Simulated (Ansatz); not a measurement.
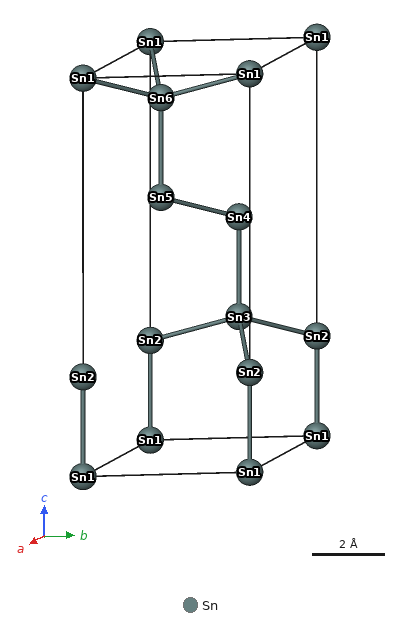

Fig. 1: The structure as given in the input (ball-and-stick view of the cell of the calculation, seen slightly off an axis; atoms are numbered from 1 in the order of the input). Near neighbours in the crystal (not all of them lie inside the picture): Sn has 4 Sn at 2.88 Å.

# Mending a single-point calculation on Sn

System: Sn (6 atoms in the cell).
Method of the first run: DFT, PBE, plane waves, PAW, no spin polarisation (Ansatz 0.2.0).

The structure was built on a prototype by a generator; it need not be a known phase. Some settings of this run were made unusual or wrong on purpose. Text and figures count atoms from 1; the logs count them from 0 in places.

## The input, the first run
```yaml
crystal:
  lattice:
    - [4.7079925073, 0.0, 0.0]
    - [-2.3539962536, 4.0772411121, 0.0]
    - [0.0, 0.0, 11.5152963145]
  atoms:
    - { symbol: Sn, position: [0.0, 0.0, -0.0001322399] }
    - { symbol: Sn, position: [0.0, 0.0, 0.2501322399] }
    - { symbol: Sn, position: [0.3333333333, 0.6666666667, 0.3332010934] }
    - { symbol: Sn, position: [0.3333333333, 0.6666666667, 0.5834655733] }
    - { symbol: Sn, position: [0.6666666667, 0.3333333333, 0.6665344267] }
    - { symbol: Sn, position: [0.6666666667, 0.3333333333, 0.9167989066] }
basis:
  ecutwfc: 420
  ecutrho_ratio: 1
kpoints:
  mp_grid: { grid: [21, 21, 8] }
hamiltonian:
  xc: pbe
scf:
  occupations: { method: gaussian, width: 0.1 }
  max_iter: 60
output:
  forces: true
  eigenvalues: true
  stress: true
```

Command:
```bash
ansatz run input.yaml --threads 1 --pin off --max-ram 2560MiB --backend cpu --events-out ev --progress --plain --runs-dir out
```

Hardware: 1 thread of Arm Neoverse V2, 112 GiB of memory available, shared host.

## Output, shortened to warnings, some set-up lines, iterations and results (the first run)
```
Warning: basis.ecutrho_ratio = 1 (ecutrho = 420 eV) is below the records' recommended 1680 eV
Basis set: ecut = 420 eV, 4341 PW (Γ), exchange–correlation on 48×48×120 points (8 copies of the dense FFT grid, shifted against one another)
Symmetry: 36 space group operations
k-points: 351 of 3528
Initial density: superposition of atomic densities (neutral atoms: chi_scale 0, normalization atom), corrected by the library's trained network
[...]
SCF iter   1: F=—  HF=-36145.618624 eV  |F-HF|=—  |Δ(HF+E_count)|=         —  Δρ=7.77e-4  dr2=2.20e-3  ethr=1.77e-3  ⟨swp⟩=8.1  Hψ=79011  notcnv=0  defer=1
SCF iter   2: F=—  HF=-36145.618193 eV  |F-HF|=—  |Δ(HF+E_count)|=   4.32e-4  Δρ=3.15e-4  dr2=2.75e-4  ethr=2.62e-6  ⟨swp⟩=2.1  Hψ=35594  notcnv=0  defer=2
SCF iter   3: F=—  HF=-36145.618085 eV  |F-HF|=—  |Δ(HF+E_count)|=   1.07e-4  Δρ=1.56e-4  dr2=4.27e-5  ethr=3.27e-7  ⟨swp⟩=2.0  Hψ=31481  notcnv=0  defer=2
SCF iter   4: F=—  HF=-36145.618210 eV  |F-HF|=—  |Δ(HF+E_count)|=   1.24e-4  Δρ=2.79e-5  dr2=1.54e-6  ethr=5.09e-8  ⟨swp⟩=2.0  Hψ=31491  notcnv=0  defer=2
SCF iter   5: F=-36145.618210 eV  HF=-36145.618210 eV  |F-HF|=2.23e-9  |Δ(HF+E_count)|=   2.99e-7  Δρ=2.77e-6  dr2=2.09e-8  ethr=1.83e-9  ⟨swp⟩=2.0  Hψ=31464  notcnv=0  …
SCF iter   6: F=-36145.618210 eV  HF=-36145.618210 eV  |F-HF|=8.66e-10  |Δ(HF+E_count)|=   8.30e-9  Δρ=6.17e-7  dr2=1.28e-9  ethr=2.49e-11  ⟨swp⟩=8.5  Hψ=77207  notcnv=0
SCF 1 converged in 6 iterations: F = -36145.618210 eV  dr2 = 1.28e-9
SCF converged after 6 iterations
Free energy (F): -36145.618210 eV
Harris-Foulkes:  -36145.618210 eV  (|F-HF|=8.66e-10)
Internal energy: -36145.616132 eV  (E = F + TS)
E sigma→0 (E₀):  -36145.617171 eV
Entropy (-TS):   -0.002078 eV (-0.346 meV/atom)
Fermi energy:    6.938920 eV
--- Per-component energies (eV) ---
  E_band       = -810.354951
  E_kinetic    = 1120.604387
  E_local      = -7183.646151  (includes V_loc(G=0)·N_el)
  E_nonlocal   = -193.349201
  E_hartree    = 4080.949742
  E_xc         = -2291.109808
  E_vxc        = -571.229386  (∫ρ·V_xc dr)
  E_paw        = -24825.420611  (= ΣΔE_a)
  E_vpaw       = -2144.631728  (= ΣTr[D̂ρ^β])
  E_aug_tail   = -0.002697  (compensation charges beyond the density's cutoff)
  E_ewald      = -6853.641792
  E_smearing   = -0.002078  (= −TS)
  E_closure    = -0.000000  (closes the sum)
  Σ components = -36145.618210   (vs F -36145.618210, Δ=0.00e0)
--- Forces (eV/Å), atoms counted from 1 ---
  atom   1  Sn    -0.00000000    -0.00000000     0.00880590
  atom   2  Sn     0.00000000     0.00000000    -0.00880590
  atom   3  Sn    -0.00000000    -0.00000000     0.00880590
  atom   4  Sn     0.00000000     0.00000000    -0.00880590
  atom   5  Sn    -0.00000000    -0.00000000     0.00880590
  atom   6  Sn     0.00000000     0.00000000    -0.00880590
  max |Σ_I F_I| component: 3.08e-17 eV/Å
--- Stress (GPa, compression-positive) ---
        0.022333      -0.000000      -0.000000
       -0.000000       0.022333       0.000000
       -0.000000      -0.000000       0.077945
  P = ⅓ Tr σ = 0.0409 GPa (0.409 kbar)
settings of this run that can trade accuracy for cost: basis.ecutrho_ratio < 4. Do not mix this run's numbers with those of runs without the same settings; the input reference describes each key
```

What went wrong, and how is the input to be mended?

The input was spoiled on purpose: a density cutoff under the waves' (`basis.ecutrho_ratio`). The density grid cannot represent the products of the waves. The run converged all the same; its numbers are those of the faulty input and shouldn't be used. Warnings of the run: the cutoff is below the recommended one.

A run of the same system that converges differs from this input as follows (lines with − go, lines with + come):
```diff
-  ecutrho_ratio: 1
-  max_iter: 60
```

## Output, shortened to warnings, some set-up lines, iterations and results (the second run)
```
Basis set: ecut = 420 eV, 4341 PW (Γ), exchange–correlation on 64×64×160 points (8 copies of the dense FFT grid, shifted against one another)
Symmetry: 36 space group operations
k-points: 351 of 3528
Initial density: superposition of atomic densities (neutral atoms: chi_scale 0, normalization atom), corrected by the library's trained network
[...]
SCF iter   1: F=—  HF=-36145.277335 eV  |F-HF|=—  |Δ(HF+E_count)|=         —  Δρ=7.72e-4  dr2=2.95e-3  ethr=1.77e-3  ⟨swp⟩=8.1  Hψ=78373  notcnv=0  defer=1
SCF iter   2: F=—  HF=-36145.276693 eV  |F-HF|=—  |Δ(HF+E_count)|=   6.42e-4  Δρ=2.07e-4  dr2=1.28e-4  ethr=3.51e-6  ⟨swp⟩=2.0  Hψ=35559  notcnv=0  defer=2
SCF iter   3: F=—  HF=-36145.276732 eV  |F-HF|=—  |Δ(HF+E_count)|=   3.85e-5  Δρ=1.32e-4  dr2=3.52e-5  ethr=1.53e-7  ⟨swp⟩=2.0  Hψ=31490  notcnv=0  defer=2
SCF iter   4: F=—  HF=-36145.276738 eV  |F-HF|=—  |Δ(HF+E_count)|=   6.67e-6  Δρ=1.44e-5  dr2=1.23e-6  ethr=4.19e-8  ⟨swp⟩=2.0  Hψ=31460  notcnv=0  defer=2
SCF iter   5: F=-36145.276739 eV  HF=-36145.276739 eV  |F-HF|=2.15e-8  |Δ(HF+E_count)|=   7.29e-7  Δρ=2.41e-6  dr2=2.62e-8  ethr=1.47e-9  ⟨swp⟩=3.0  Hψ=31775  notcnv=0  …
SCF iter   6: F=-36145.276739 eV  HF=-36145.276739 eV  |F-HF|=2.66e-9  |Δ(HF+E_count)|=   3.20e-8  Δρ=1.17e-6  dr2=3.72e-9  ethr=3.12e-11  ⟨swp⟩=8.8  Hψ=78012  notcnv=0
SCF 1 converged in 6 iterations: F = -36145.276739 eV  dr2 = 3.72e-9
SCF converged after 6 iterations
Free energy (F): -36145.276739 eV
Harris-Foulkes:  -36145.276739 eV  (|F-HF|=2.66e-9)
Internal energy: -36145.274677 eV  (E = F + TS)
E sigma→0 (E₀):  -36145.275708 eV
Entropy (-TS):   -0.002062 eV (-0.344 meV/atom)
Fermi energy:    6.917371 eV
--- Per-component energies (eV) ---
  E_band       = -810.392924
  E_kinetic    = 1119.014305
  E_local      = -7182.157483  (includes V_loc(G=0)·N_el)
  E_nonlocal   = -192.494142
  E_hartree    = 4080.228084
  E_xc         = -2290.422481
  E_vxc        = -570.434272  (∫ρ·V_xc dr)
  E_paw        = -24825.801164  (= ΣΔE_a)
  E_vpaw       = -2144.776336  (= ΣTr[D̂ρ^β])
  E_aug_tail   = -0.000002  (compensation charges beyond the density's cutoff)
  E_ewald      = -6853.641792
  E_smearing   = -0.002062  (= −TS)
  E_closure    = -0.000000  (closes the sum)
  Σ components = -36145.276739   (vs F -36145.276739, Δ=0.00e0)
--- Forces (eV/Å), atoms counted from 1 ---
  atom   1  Sn    -0.00000000    -0.00000000     0.00898817
  atom   2  Sn     0.00000000     0.00000000    -0.00898817
  atom   3  Sn    -0.00000000    -0.00000000     0.00898817
  atom   4  Sn     0.00000000     0.00000000    -0.00898817
  atom   5  Sn    -0.00000000    -0.00000000     0.00898817
  atom   6  Sn     0.00000000     0.00000000    -0.00898817
  max |Σ_I F_I| component: 2.47e-17 eV/Å
--- Stress (GPa, compression-positive) ---
       -0.029922      -0.000000      -0.000000
       -0.000000      -0.029922       0.000000
       -0.000000      -0.000000       0.017682
  P = ⅓ Tr σ = -0.0141 GPa (-0.141 kbar)
```

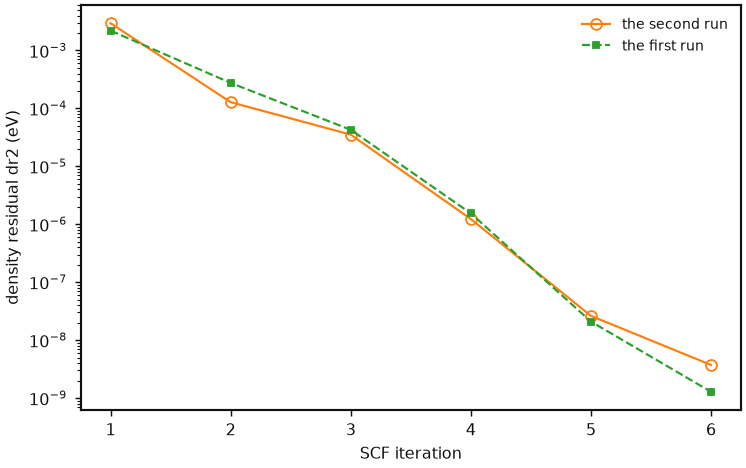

Fig. 2: Convergence of the two runs: density residual dr2 against the SCF iteration. The second run takes 6 iterations in all, and the first run takes 6.

## The two runs side by side

```csv
quantity,the first run,the second run
outcome,converged,converged
free energy per atom (eV),−6024.2697,−6024.2128
gap on the mesh (eV),0.00,0.00
pressure (GPa),0.04,−0.01
largest force (eV/Å),0.009,0.009
SCF iterations,6,6
irreducible k-points,351,351
plane waves at Γ,4341,4341
wall time (shared host),4.6 min,2.6 min
```

The free energy of the second run is 56.9 meV per atom higher, which comes mainly from the change of cutoff or grids; a solver setting shouldn't move a converged energy. The number of SCF iterations is the same. On the same kind of shared host the second run took about 0.56 times as long.
